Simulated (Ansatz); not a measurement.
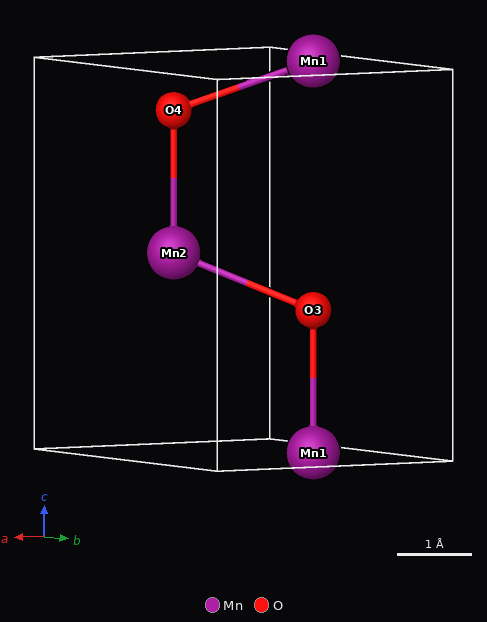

Fig. 1: The structure (ball-and-stick view of the cell of the calculation, seen at an oblique angle; atoms are numbered from 1 in the order of the input).

# Run report: MnO, single-point calculation (part 1 of 2)

- system: MnO (P6₃mc, 4 atoms in the cell)
- method: DFT LDA+U, scalar-relativistic, plane waves, PAW, Ueff = 1 eV on Mn atom 1 d; Ueff = 1 eV on Mn atom 2 d, spin-polarised (Ansatz 0.2.0)

The structure derives from an entry of the Crystallography Open Database. It belongs to a series of runs on one base structure; here: random orbitals: harmonics, high filling. Figures and captions count atoms from 1; the log counts them from 0 in places.

The program's output
```
Mn: projections on atomic orbitals take those of the free atom [Ne] 3s2 3p6 3d5 4s2, of charge +0.00 (hamiltonian.pseudopotentials.projection_atoms); the dataset's partial waves leave at most 9.0e-7 of an orbital's norm unspanned inside its sphere
O: projections on atomic orbitals take those of the free atom [He] 2s2 2p4, of charge +0.00 (hamiltonian.pseudopotentials.projection_atoms); the dataset's partial waves leave at most 1.9e-8 of an orbital's norm unspanned inside its sphere
Engine: ansatz 0.2.0, aarch64-unknown-linux-gnu
Pseudopotentials: kind: paw
Pseudopotential: Mn, paw, valence charge 15, recommended cutoff 420 eV (normal), Mn.paw.azcp
Pseudopotential: O, paw, valence charge 6, recommended cutoff 420 eV (normal), O.paw.azcp
Functional definition: SPW92
  exchange = slater_x
  correlation = pw_c
Crystal: 4 atoms, lattice volume = 53.022 Å³
Basis set: ecut = 420 eV, 1085 PW (Γ)
Bands: 32, of which v1, the nominal top of the filled ones, is band 21 counted from 1 (20 counted from 0)
Symmetry: 6 space group operations
Space group: P3m1 (ITA 156), of the structure as read, at distance tolerance 3.8e-5 Å
Magnetic group: BNS 186.206 (UNI 1436), of the structure as read, at distance tolerance 3.8e-5 Å
k-points: 24 of 144 (time reversal used)
Non-local potential: Mn, projectors of the file, l = 0: 3, l = 1: 2, l = 2: 3, l = 3: 1
Non-local potential: O, projectors of the file, l = 0: 2, l = 1: 2, l = 2: 1
PAW form: soft (Blöchl's): semilocal exchange-correlation on the pseudo side does not see the compensation charge
PAW frozen core: Mn, regenerated for the run's functional, and the local potential with it (the file was generated under x = pbe(κ = 0.804, μ = 0.2195149727645171), c = pbe(β = 0.06672455060314922))
PAW frozen core: O, regenerated for the run's functional, and the local potential with it (the file was generated under x = pbe(κ = 0.804, μ = 0.2195149727645171), c = pbe(β = 0.06672455060314922))
PAW one-centre angular grid: Mn, 590 points (default); XC on 64 Gauss nodes
PAW one-centre angular grid: O, 110 points (default); XC on 64 Gauss nodes
Initial density: superposition of atomic densities (chi_scale 0.1, normalization cell, long waves kept (reshape's long-wave potential 0.00 eV rms))
Starting moments: Σ|m| = 10 μB on 2 of 4 sites
Starting magnetic order: altermagnet, g-wave, bulk spin-momentum locking; spin-degenerate planes through Γ normal to [0 0 1], [1 -1 0], [1 2 0], [2 1 0] of the run's lattice
Initial wavefunctions: pseudopotential atomic-orbital guess
Functional: x = slater, c = lda
SCF iter   1: F=—  HF=-8794.898515 eV  |F-HF|=—  |Δ(HF+E_count)|=         —  Δρ=1.17e-1 (↑1.17e-1 ↓1.17e-1)  dr2=2.25e1  dr2_m=9.86e-1  M=0.000 μB ∫|m|=8.349 μB  β_m=0.30  ethr=3.10e-3  ⟨swp⟩=4.8  Hψ=5576  notcnv=0  defer=22
preconditioner: auto → Resta (q_TF=auto, 2.624 Å⁻¹)  ε∞=6.3  [insulator: Δε(μ)=0.631 eV  Ē_g=11.329 eV  σ=0.050 eV  W_gap=1.00  n_scr=22 (ndim 8)  ℏωp=26.0 eV  f_vac=0.000  D(μ)=0.00/eV (n_scr^D=0)  ε∞_Penn≈6.3]
spin=Collinear: Resta preconditioning applied to the charge; magnetization (m = ρ↑ − ρ↓) channel mixes plain (no charge-response kernel on spin).
SCF iter   2: F=—  HF=-8791.467662 eV  |F-HF|=—  |Δ(HF+E_count)|=    3.43e0  Δρ=2.89e-2 (↑2.89e-2 ↓2.89e-2)  dr2=1.30e0  dr2_m=1.70e-1  M=0.000 μB ∫|m|=9.224 μB  β_m=0.30  ethr=3.10e-3  ⟨swp⟩=3.0  Hψ=3544  notcnv=0  defer=218
SCF iter   3: F=—  HF=-8791.434951 eV  |F-HF|=—  |Δ(HF+E_count)|=   3.27e-2  Δρ=2.11e-2 (↑2.11e-2 ↓2.11e-2)  dr2=5.34e-1  dr2_m=1.22e-1  M=-0.000 μB ∫|m|=9.221 μB  β_m=0.30  ethr=3.10e-3  ⟨swp⟩=2.0  Hψ=2064  notcnv=0  defer=216
SCF iter   4: F=—  HF=-8791.400071 eV  |F-HF|=—  |Δ(HF+E_count)|=   3.49e-2  Δρ=1.66e-2 (↑1.66e-2 ↓1.66e-2)  dr2=6.47e-2  dr2_m=1.07e-1  M=0.000 μB ∫|m|=9.204 μB  β_m=0.30  ethr=1.27e-3  ⟨swp⟩=2.7  Hψ=2206  notcnv=0  defer=216
SCF iter   5: F=—  HF=-8791.461914 eV  |F-HF|=—  |Δ(HF+E_count)|=   6.18e-2  Δρ=9.76e-3 (↑9.76e-3 ↓9.76e-3)  dr2=9.19e-3  dr2_m=4.42e-2  M=-0.000 μB ∫|m|=9.224 μB  β_m=1.00  ethr=1.54e-4  ⟨swp⟩=3.0  Hψ=3222  notcnv=0  defer=210
SCF iter   6: F=—  HF=-8791.514227 eV  |F-HF|=—  |Δ(HF+E_count)|=   5.23e-2  Δρ=2.21e-3 (↑2.21e-3 ↓2.21e-3)  dr2=6.14e-3  dr2_m=6.99e-4  M=0.000 μB ∫|m|=9.238 μB  β_m=0.30  ethr=2.19e-5  ⟨swp⟩=2.0  Hψ=2652  notcnv=0  defer=210
Mixer restart at iter 6: flushing history
SCF iter   7: F=—  HF=-8791.526643 eV  |F-HF|=—  |Δ(HF+E_count)|=         —  Δρ=2.42e-3 (↑2.42e-3 ↓2.42e-3)  dr2=9.31e-3  dr2_m=1.64e-4  M=-0.000 μB ∫|m|=9.224 μB  β_m=1.00  ethr=1.46e-5  ⟨swp⟩=2.0  Hψ=2604  notcnv=0  defer=210
SCF iter   8: F=—  HF=-8791.532971 eV  |F-HF|=—  |Δ(HF+E_count)|=   6.33e-3  Δρ=9.74e-4 (↑9.74e-4 ↓9.74e-4)  dr2=1.69e-3  dr2_m=1.18e-5  M=0.000 μB ∫|m|=9.222 μB  β_m=1.00  ethr=1.46e-5  ⟨swp⟩=2.1  Hψ=2008  notcnv=0  defer=210
SCF iter   9: F=—  HF=-8791.535734 eV  |F-HF|=—  |Δ(HF+E_count)|=   2.76e-3  Δρ=3.73e-4 (↑3.73e-4 ↓3.73e-4)  dr2=2.12e-4  dr2_m=1.54e-5  M=-0.000 μB ∫|m|=9.220 μB  β_m=0.30  ethr=4.03e-6  ⟨swp⟩=2.0  Hψ=1574  notcnv=0  defer=210
SCF iter  10: F=—  HF=-8791.536903 eV  |F-HF|=—  |Δ(HF+E_count)|=   1.17e-3  Δρ=3.37e-4 (↑3.37e-4 ↓3.37e-4)  dr2=1.03e-5  dr2_m=5.01e-5  M=-0.000 μB ∫|m|=9.217 μB  β_m=0.30  ethr=5.04e-7  ⟨swp⟩=2.0  Hψ=2248  notcnv=0  defer=210
Mixer restart at iter 10: flushing history
spin-set hold released at iteration 10 (settled: charge residual and site-moment steps within their bounds): the magnetisation degrees of freedom join the quasi-Newton model from the next iteration; the mixer history was flushed
SCF iter  11: F=—  HF=-8791.537656 eV  |F-HF|=—  |Δ(HF+E_count)|=   7.52e-4  Δρ=3.79e-4 (↑3.79e-4 ↓3.79e-4)  dr2=1.07e-5  dr2_m=6.50e-5  M=0.000 μB ∫|m|=9.215 μB  β_m=0.65  ethr=2.46e-8  ⟨swp⟩=2.0  Hψ=2364  notcnv=0  defer=210
SCF iter  12: F=—  HF=-8791.538501 eV  |F-HF|=—  |Δ(HF+E_count)|=   8.46e-4  Δρ=1.82e-4 (↑1.82e-4 ↓1.82e-4)  dr2=1.29e-5  dr2_m=1.09e-5  M=-0.000 μB ∫|m|=9.210 μB  β_m=0.72  ethr=2.46e-8  ⟨swp⟩=2.4  Hψ=2606  notcnv=0  defer=210
SCF iter  13: F=—  HF=-8791.538502 eV  |F-HF|=—  |Δ(HF+E_count)|=   3.37e-7  Δρ=9.72e-5 (↑9.71e-5 ↓9.72e-5)  dr2=1.20e-5  dr2_m=1.62e-6  M=0.000 μB ∫|m|=9.210 μB  β_m=0.69  ethr=2.46e-8  ⟨swp⟩=2.0  Hψ=1974  notcnv=0  defer=210
SCF iter  14: F=—  HF=-8791.538500 eV  |F-HF|=—  |Δ(HF+E_count)|=   2.25e-6  Δρ=2.67e-5 (↑2.67e-5 ↓2.66e-5)  dr2=4.27e-7  dr2_m=1.72e-7  M=-0.000 μB ∫|m|=9.210 μB  β_m=0.62  ethr=2.46e-8  ⟨swp⟩=2.0  Hψ=1886  notcnv=0  defer=210
SCF iter  15: F=-8791.538499 eV  HF=-8791.538499 eV  |F-HF|=7.44e-9  |Δ(HF+E_count)|=   1.24e-7  Δρ=5.65e-6 (↑5.65e-6 ↓5.60e-6)  dr2=3.05e-8  dr2_m=7.95e-9  M=0.000 μB ∫|m|=9.210 μB  ethr=2.38e-10  ⟨swp⟩=11.4  Hψ=10535  notcnv=0
SCF 1 converged in 15 iterations: F = -8791.538499 eV  dr2 = 3.05e-8
  greatest PAW one-centre occupation: 1.005 electrons in one spin orbital (limit 2), on the Mn atom at site 1 (counted from 0), in its partial waves of l = 1
```

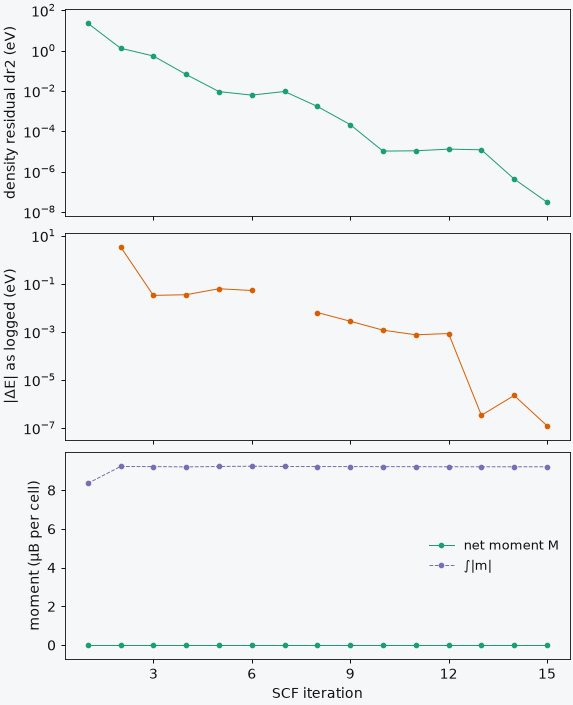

Fig. 2: Convergence of the self-consistent field: density residual dr2, size of the energy change and magnetic moment against the SCF iteration. The residual falls almost steadily, with no more than small rises. The net moment stays at 0.0 μB per cell.

```
SCF converged after 15 iterations
Magnetization: 0.0000 μB (21.0000 up, 21.0000 down)
Absolute magnetization: 9.2100 μB (∫|ρ↑−ρ↓|, with the PAW one-centre terms)
Spin contamination: 4.7108 ħ² per cell (⟨S²⟩ above its minimum at these occupations)
Per-site moments (μB) at R_I (Å): [(3.7315617017046034, 0.8097656221372577), (-3.731561505962885, 0.8097656221372577), (-0.08316259467232413, 0.8097656221372577), (0.08316271527663513, 0.8097656221372577)]
Free energy (F): -8791.538499 eV
Harris-Foulkes:  -8791.538499 eV  (|F-HF|=7.44e-9)
Internal energy: -8791.537820 eV  (E = F + TS)
E sigma→0 (E₀):  -8791.538160 eV
Entropy (-TS):   -0.000679 eV (-0.170 meV/atom)
Fermi energy:    9.470987 eV
--- Per-component energies (eV) ---
  E_band       = -627.005632
  E_kinetic    = 944.315997
  E_local      = -5223.225769  (includes V_loc(G=0)·N_el)
  E_nonlocal   = 612.917856
  E_hartree    = 2099.125313
  E_xc         = -363.301914
  E_vxc        = -467.340602  (∫ρ·V_xc dr)
  E_hubbard    = 0.516320  (on-site DFT+U / exact-exchange correction)
  E_vhub       = -4.333538  (the Hubbard potential's part of the band-sum identity)
  E_paw        = -2790.678143  (= ΣΔE_a)
  E_vpaw       = -687.586208  (= ΣTr[D̂ρ^β])
  E_aug_tail   = 0.004903  (compensation charges beyond the density's cutoff)
  E_ewald      = -4072.174134
  E_core_change = 0.961749  (= ΣΔE_core)
  E_smearing   = -0.000679  (= −TS)
  E_closure    = -0.000000  (closes the sum)
  Σ components = -8791.538499   (vs F -8791.538499, Δ=0.00e0)
--- Specified on-site occupations, and those of the state reported ---
  electrons in the specified blocks: 9.9000 specified, 10.7324 found
  site 0 (l=d) ↓: largest change of an orbital's occupation 0.1103; electrons 0.1000 specified, 0.4660 found; spectral distance 0.1736
  site 1 (l=d) ↑: largest change of an orbital's occupation 0.1103; electrons 0.1000 specified, 0.4660 found; spectral distance 0.1736
  site 0 (l=d) ↑: largest change of an orbital's occupation 0.0226; electrons 4.8500 specified, 4.9002 found; spectral distance 0.0357
  site 1 (l=d) ↓: largest change of an orbital's occupation 0.0226; electrons 4.8500 specified, 4.9002 found; spectral distance 0.0357
--- Forces (eV/Å), atoms counted from 1 ---
  atom   1  Mn    -0.00000000    -0.00000000    -0.11250983
  atom   2  Mn     0.00000000     0.00000000    -0.11250977
  atom   3  O      0.00000000     0.00000000     0.11254476
  atom   4  O     -0.00000000     0.00000000     0.11254357
  max |Σ_I F_I| component: 6.87e-5 eV/Å
--- Stress (GPa, compression-positive) ---
       -8.707903      -0.000000       0.000000
        0.000000      -8.707903      -0.000000
        0.000000      -0.000000      -8.263613
  P = ⅓ Tr σ = -8.5598 GPa (-85.598 kbar)
--- Band table (eV; the first three rows and the last of 48) ---
  k-point 0 ↑: bands = ["-70.6601", "-66.1483", "-39.7803", "-39.7803", "-39.7527", "-35.4006", "-35.3742", "-35.3742", "-9.2596", "-8.6880", "3.4548", "4.1446", "4.1446", "4.3501", "5.2417", "5.2417", "7.2883", "7.2883", "8.6400", "9.3801", "9.3801", "9.4129", "11.9871", "11.9871", "12.8308", "13.3777", "13.3777", "14.6163", "16.6895", "22.1947", "22.1947", "22.8869"]
  k-point 1 ↑: bands = ["-70.6601", "-66.1482", "-39.7803", "-39.7803", "-39.7527", "-35.4006", "-35.3742", "-35.3742", "-9.1857", "-8.7592", "3.4203", "4.1401", "4.1454", "4.1454", "5.2060", "5.2060", "7.3367", "7.3367", "8.7101", "9.4181", "9.4181", "10.1510", "11.9861", "11.9861", "12.6785", "13.3214", "13.3214", "13.8657", "17.6219", "21.4614", "22.1300", "22.1300"]
  k-point 2 ↑: bands = ["-70.6602", "-66.1482", "-39.7803", "-39.7803", "-39.7527", "-35.4008", "-35.3742", "-35.3742", "-9.0666", "-8.8756", "3.4167", "3.9140", "4.1459", "4.1459", "5.1706", "5.1706", "7.3842", "7.3842", "8.8485", "9.4559", "9.4559", "11.4375", "11.7312", "11.9866", "11.9866", "13.2628", "13.2628", "13.4811", "19.1842", "19.4603", "22.0802", "22.0802"]
  k-point 23 ↓: bands = ["-70.6582", "-66.1460", "-39.7990", "-39.7951", "-39.7495", "-35.3995", "-35.3962", "-35.3933", "-8.7346", "-8.5267", "3.7397", "3.7701", "3.8077", "4.4351", "4.8861", "5.3149", "6.7806", "7.6383", "8.2231", "8.2484", "8.7088", "10.9316", "11.9127", "12.3096", "12.5648", "12.8739", "15.9638", "17.1559", "17.1987", "17.3037", "17.8330", "18.9314"]
Occupation matrices written to [file]
```
